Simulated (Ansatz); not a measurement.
# Run report: SiC, single-point calculation (part 1 of 2)

The run: single-point calculation of SiC (slab, 40 atoms in the cell). Method and program: DFT PBE+D3(BJ), scalar-relativistic, plane waves, PAW, no spin polarisation (Ansatz 0.2.0).

The structure derives from an entry of the Crystallography Open Database. It belongs to a series of runs on one base structure; here: the slab at its places in the relaxed adsorbed structure. Figures and captions count atoms from 1; the log counts them from 0 in places.

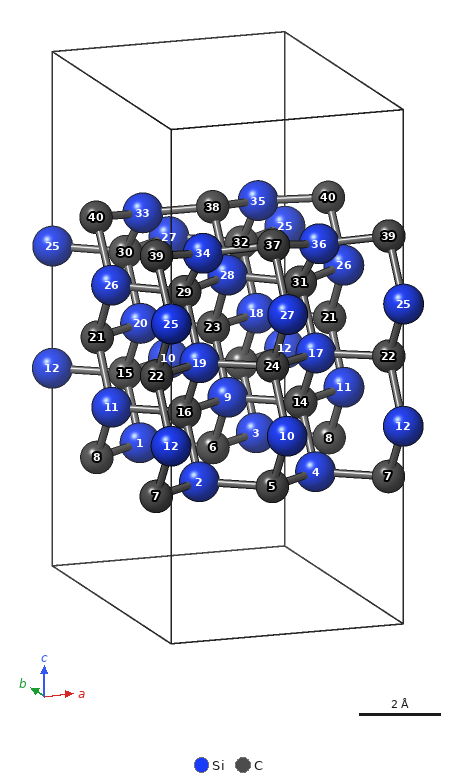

**Figure 1.** The input geometry (ball-and-stick view of the cell of the calculation, with the vacuum cut short, seen slightly off an axis; atoms are numbered from 1 in the order of the input). An atom can appear more than once, as a periodic image.

Key numbers:

```tsv
quantity	value
outcome	converged
electrons treated	160
free energy	−17729.9095 eV
work function, top face	5.12 eV
work function, bottom face	4.98 eV
Fermi energy	−0.593 eV
gap on the k-point mesh	none (metallic)
work function (upper face)	5.12 eV
largest force (length of the vector)	3.314 eV/Å
hardware	4 threads of Intel Xeon (Sapphire Rapids), 32 GiB of memory available, shared host
wall time	23 s (CPU time 71 s)
peak memory	2.8 GiB
```

The input:
```yaml
crystal:
  lattice:
    - [6.1499993395, 0.0, 0.0]
    - [0.0, 8.6974124746, 0.0]
    - [0.0, 0.0, 26.5205993395]
  atoms:
    - { symbol: Si, position: [0.25, 0.75, 0.301652308] }
    - { symbol: Si, position: [0.25, 0.25, 0.301652308] }
    - { symbol: Si, position: [0.75, 0.75, 0.301652308] }
    - { symbol: Si, position: [0.75, 0.25, 0.301652308] }
    - { symbol: C, position: [0.5, 0.125, 0.301652308] }
    - { symbol: C, position: [0.5, 0.625, 0.301652308] }
    - { symbol: C, position: [0.0, 0.125, 0.301652308] }
    - { symbol: C, position: [0.0, 0.625, 0.301652308] }
    - { symbol: Si, position: [0.5, 0.5, 0.3596261047] }
    - { symbol: Si, position: [0.5, 0.0, 0.3596261047] }
    - { symbol: Si, position: [0.0, 0.5, 0.3596261047] }
    - { symbol: Si, position: [0.0, 0.0, 0.3596261047] }
    - { symbol: C, position: [0.75, 0.875, 0.3596261047] }
    - { symbol: C, position: [0.75, 0.375, 0.3596261047] }
    - { symbol: C, position: [0.25, 0.875, 0.3596261047] }
    - { symbol: C, position: [0.25, 0.375, 0.3596261047] }
    - { symbol: Si, position: [0.7496382097, 0.2455950707, 0.4168003406] }
    - { symbol: Si, position: [0.7506725995, 0.7465731058, 0.4174183274] }
    - { symbol: Si, position: [0.2493816935, 0.2458745461, 0.4169493655] }
    - { symbol: Si, position: [0.2502881888, 0.746267313, 0.4173169156] }
    - { symbol: C, position: [0.0005588618, 0.6221351583, 0.4181012454] }
    - { symbol: C, position: [-0.0003919593, 0.1214705349, 0.4183199904] }
    - { symbol: C, position: [0.5005807971, 0.6227136711, 0.418066742] }
    - { symbol: C, position: [0.4992609215, 0.1216908074, 0.4183581669] }
    - { symbol: Si, position: [0.0003354663, -0.0021762963, 0.4778757075] }
    - { symbol: Si, position: [-0.0009415167, 0.4991637446, 0.4776562995] }
    - { symbol: Si, position: [0.5007983085, -0.0030395519, 0.4774183378] }
    - { symbol: Si, position: [0.4995214385, 0.5001632955, 0.4776147301] }
    - { symbol: C, position: [0.2508966672, 0.3762520161, 0.4757272043] }
    - { symbol: C, position: [0.2501035632, 0.8748885682, 0.4768980416] }
    - { symbol: C, position: [0.7488922935, 0.3765163145, 0.4753449269] }
    - { symbol: C, position: [0.7503282505, 0.8747896574, 0.47636212] }
    - { symbol: Si, position: [0.2469759632, 0.7213990505, 0.5260709973] }
    - { symbol: Si, position: [0.2528021113, 0.2245553389, 0.5242782308] }
    - { symbol: Si, position: [0.7469643225, 0.7278236435, 0.5278056063] }
    - { symbol: Si, position: [0.7534489811, 0.2257612022, 0.5237691293] }
    - { symbol: C, position: [0.5042576953, 0.1244264927, 0.5347516757] }
    - { symbol: C, position: [0.4978498408, 0.6232881048, 0.534507686] }
    - { symbol: C, position: [0.0029826567, 0.127964317, 0.5338035603] }
    - { symbol: C, position: [-0.0041540769, 0.6232879285, 0.5339917726] }
basis:
  ecutwfc: 420
kpoints:
  mp_grid: { grid: [3, 2, 1] }
hamiltonian:
  xc: pbe
  dispersion: d3bj
scf:
  occupations: { method: gaussian, width: 0.05 }
output:
  forces: true
  eigenvalues: true
  write_density: true
  volumetric_format: npy
efield:
  axis: 3
  dipole_correction: true
  ramp_width: 0.04
```

Command:
```bash
ansatz run input.yaml --threads 4 --pin off --max-ram 10240MiB --backend cpu --events-out ev --progress --plain --runs-dir out
```

The program's output:
```
Engine: ansatz 0.2.0, x86_64-unknown-linux-gnu
Pseudopotentials: kind: paw
Pseudopotential: Si, paw, valence charge 4, recommended cutoff 420 eV (normal), Si.paw.azcp
Pseudopotential: C, paw, valence charge 4, recommended cutoff 420 eV (normal), C.paw.azcp
Functional definition: PBE
  parameter kappa = 0.804
  parameter beta = 0.06672455060314922
  exchange = pbe_x(kappa = kappa, mu = beta*pi^2/3)
  correlation = pbe_c(beta = beta)
Crystal: 40 atoms, lattice volume = 1418.562 Å³
Basis set: ecut = 420 eV, 27753 PW (Γ), exchange–correlation on 90×120×360 points (8 copies of the dense FFT grid, shifted against one another)
Bands: 120, of which v1, the nominal top of the filled ones, is band 80 counted from 1 (79 counted from 0)
Symmetry: 1 space group operations
Space group: P1 (ITA 1), of the structure as read, at distance tolerance 1.1e-4 Å
k-points: 4 of 6 (time reversal used)
Non-local potential: Si, projectors of the file, l = 0: 2, l = 1: 2, l = 2: 2
Non-local potential: C, projectors of the file, l = 0: 2, l = 1: 2, l = 2: 1
PAW form: soft (Blöchl's): semilocal exchange-correlation on the pseudo side does not see the compensation charge
PAW one-centre angular grid: Si, 110 points (default); XC on 64 Gauss nodes
PAW one-centre angular grid: C, 110 points (default); XC on 64 Gauss nodes
Initial density: superposition of atomic densities (neutral atoms: chi_scale 0, normalization atom), corrected by the library's trained network
Initial wavefunctions: pseudopotential atomic-orbital guess
Functional: x = pbe(κ = 0.804, μ = 0.2195149727645171), c = pbe(β = 0.06672455060314922)
SCF iter   1: F=—  HF=-17730.047381 eV  |F-HF|=—  |Δ(HF+E_count)|=         —  Δρ=5.00e-3  dr2=9.04e-1  ethr=1.77e-3  p=0.061 e·Å  D=7.79e-3 V/Å  ΔV_dip=-0.21 eV  dr2_dipole=1.24e-1  V_vac-E_F(+/−)=4.92/5.13 eV  ⟨swp⟩=9.5  Hψ=3063  notcnv=0  defer=89
efield: sawtooth ramp at fractional position 0.8982 (placed from the atoms, in the widest stretch of the axis that holds none; the zero of the levels goes with the place), width 0.0400; the density the first Hamiltonian is built on has a dipole p = 0.061 e·Å; the dipole correction subtracts the counter field D = 7.79e-3 V/Å, which shifts the + side's vacuum level by -0.21 eV against the − side's; the planar-averaged density in the ramp window peaks in size at 5.9e-7 e/Å³
preconditioner: auto → LDOS  [insulator: Δε(μ)=0.070 eV  Ē_g=10.685 eV  σ=0.050 eV  W_gap=0.67  n_scr=166 (ndim 8)  ℏωp=12.5 eV  f_vac=0.624  D(μ)=6.47/eV (n_scr^D=16)  ε∞_Penn≈2.4  β→1.0]
SCF iter   2: F=—  HF=-17729.996679 eV  |F-HF|=—  |Δ(HF+E_count)|=   5.07e-2  Δρ=4.19e-3  dr2=6.11e-1  ethr=5.65e-4  p=-0.086 e·Å  D=-1.09e-2 V/Å  ΔV_dip=0.29 eV  dr2_dipole=4.33e-2  V_vac-E_F(+/−)=5.07/4.78 eV  ⟨swp⟩=3.2  Hψ=806  notcnv=0  defer=130
SCF iter   3: F=—  HF=-17729.913156 eV  |F-HF|=—  |Δ(HF+E_count)|=   8.35e-2  Δρ=1.10e-3  dr2=6.12e-2  ethr=3.82e-4  p=-0.022 e·Å  D=-2.83e-3 V/Å  ΔV_dip=0.07 eV  dr2_dipole=1.45e-2  V_vac-E_F(+/−)=5.06/4.98 eV  ⟨swp⟩=2.2  Hψ=552  notcnv=0  defer=130
SCF iter   4: F=—  HF=-17729.909882 eV  |F-HF|=—  |Δ(HF+E_count)|=   3.27e-3  Δρ=3.08e-4  dr2=2.69e-3  ethr=3.83e-5  p=-0.043 e·Å  D=-5.43e-3 V/Å  ΔV_dip=0.14 eV  dr2_dipole=6.29e-5  V_vac-E_F(+/−)=5.11/4.97 eV  ⟨swp⟩=2.5  Hψ=631  notcnv=0  defer=130
SCF iter   5: F=—  HF=-17729.909733 eV  |F-HF|=—  |Δ(HF+E_count)|=   1.48e-4  Δρ=1.83e-4  dr2=9.26e-4  ethr=1.68e-6  p=-0.043 e·Å  D=-5.53e-3 V/Å  ΔV_dip=0.15 eV  dr2_dipole=1.23e-5  V_vac-E_F(+/−)=5.12/4.97 eV  ⟨swp⟩=2.0  Hψ=652  notcnv=0  defer=130
SCF iter   6: F=—  HF=-17729.909700 eV  |F-HF|=—  |Δ(HF+E_count)|=   3.30e-5  Δρ=8.09e-5  dr2=2.86e-4  ethr=5.79e-7  p=-0.042 e·Å  D=-5.34e-3 V/Å  ΔV_dip=0.14 eV  dr2_dipole=2.88e-5  V_vac-E_F(+/−)=5.12/4.98 eV  ⟨swp⟩=3.0  Hψ=677  notcnv=0  defer=130
SCF iter   7: F=—  HF=-17729.909706 eV  |F-HF|=—  |Δ(HF+E_count)|=   5.39e-6  Δρ=3.51e-5  dr2=1.18e-4  ethr=1.79e-7  p=-0.042 e·Å  D=-5.30e-3 V/Å  ΔV_dip=0.14 eV  dr2_dipole=3.32e-5  V_vac-E_F(+/−)=5.12/4.98 eV  ⟨swp⟩=3.0  Hψ=594  notcnv=0  defer=130
SCF iter   8: F=—  HF=-17729.909715 eV  |F-HF|=—  |Δ(HF+E_count)|=   9.72e-6  Δρ=1.81e-5  dr2=1.21e-5  ethr=7.40e-8  p=-0.042 e·Å  D=-5.36e-3 V/Å  ΔV_dip=0.14 eV  dr2_dipole=1.01e-6  V_vac-E_F(+/−)=5.12/4.98 eV  ⟨swp⟩=1.5  Hψ=354  notcnv=0  defer=130
SCF iter   9: F=—  HF=-17729.909461 eV  |F-HF|=—  |Δ(HF+E_count)|=   2.55e-4  Δρ=7.77e-6  dr2=1.54e-6  ethr=7.59e-9  p=-0.042 e·Å  D=-5.39e-3 V/Å  ΔV_dip=0.14 eV  dr2_dipole=1.70e-9  V_vac-E_F(+/−)=5.12/4.98 eV  ⟨swp⟩=2.0  Hψ=717  notcnv=0  defer=130
SCF iter  10: F=—  HF=-17729.909462 eV  |F-HF|=—  |Δ(HF+E_count)|=   1.01e-6  Δρ=2.90e-6  dr2=3.59e-7  ethr=9.60e-10  p=-0.042 e·Å  D=-5.39e-3 V/Å  ΔV_dip=0.14 eV  dr2_dipole=6.93e-8  V_vac-E_F(+/−)=5.12/4.98 eV  ⟨swp⟩=2.0  Hψ=667  notcnv=0  defer=130
SCF iter  11: F=-17729.909462 eV  HF=-17729.909462 eV  |F-HF|=1.35e-7  |Δ(HF+E_count)|=   1.64e-7  Δρ=1.14e-6  dr2=3.34e-8  ethr=6.25e-11  p=-0.042 e·Å  D=-5.39e-3 V/Å  ΔV_dip=0.14 eV  dr2_dipole=2.54e-9  V_vac-E_F(+/−)=5.12/4.98 eV  ⟨swp⟩=33.2  Hψ=4505  notcnv=0
SCF 1 converged in 11 iterations: F = -17729.909462 eV  dr2 = 3.34e-8
  greatest PAW one-centre occupation: 0.659 electrons in one spin orbital (limit 2), on the C atom at site 38 (counted from 0), in its partial waves of l = 0
```

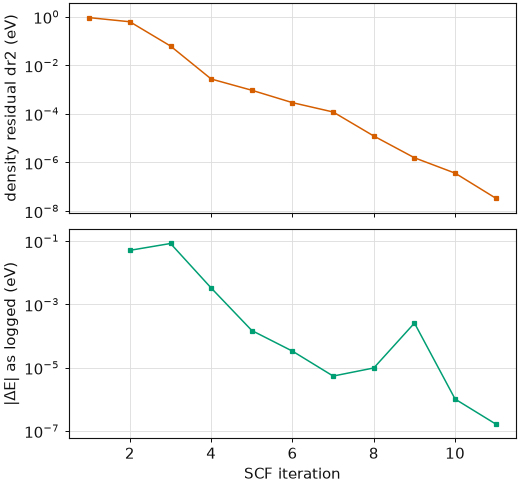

**Figure 2.** Convergence of the self-consistent field: density residual dr2 and size of the energy change against the SCF iteration. The residual falls at every step.

```
SCF converged after 11 iterations
Free energy (F): -17729.909462 eV
Harris-Foulkes:  -17729.909462 eV  (|F-HF|=1.35e-7)
Internal energy: -17729.893614 eV  (E = F + TS)
E sigma→0 (E₀):  -17729.901538 eV
Entropy (-TS):   -0.015848 eV (-0.396 meV/atom)
Fermi energy:    -0.592510 eV
Dipole field:    D = -0.005420 V/Å  (p = -0.042493 e·Å, saw-weighted, corrected)
Work function:   Φ+ = 5.1241 eV   Φ− = 4.9803 eV
Levels:          The Fermi level and band energies are counted from a zero that moves with the ramp; work functions are not
--- Per-component energies (eV) ---
  E_band       = -1103.791868
  E_kinetic    = 2661.783466
  E_local      = -99354.011580  (includes V_loc(G=0)·N_el)
  E_nonlocal   = 1039.246265
  E_hartree    = 48441.547950
  E_xc         = -2086.776283
  E_vxc        = -2155.306129  (∫ρ·V_xc dr)
  E_paw        = -12236.676824  (= ΣΔE_a)
  E_vpaw       = -178.558115  (= ΣTr[D̂ρ^β])
  E_aug_tail   = 0.000258  (compensation charges beyond the density's cutoff)
  E_efield     = 0.000115  (sawtooth field / dipole correction)
  E_vefield    = -0.024291  (∫n·V_field dr)
  E_ewald      = 43814.222455
  E_disp       = -9.229436  (pairwise vdW)
  E_smearing   = -0.015848  (= −TS)
  E_closure    = 0.000000  (closes the sum)
  Σ components = -17729.909462   (vs F -17729.909462, Δ=0.00e0)
```
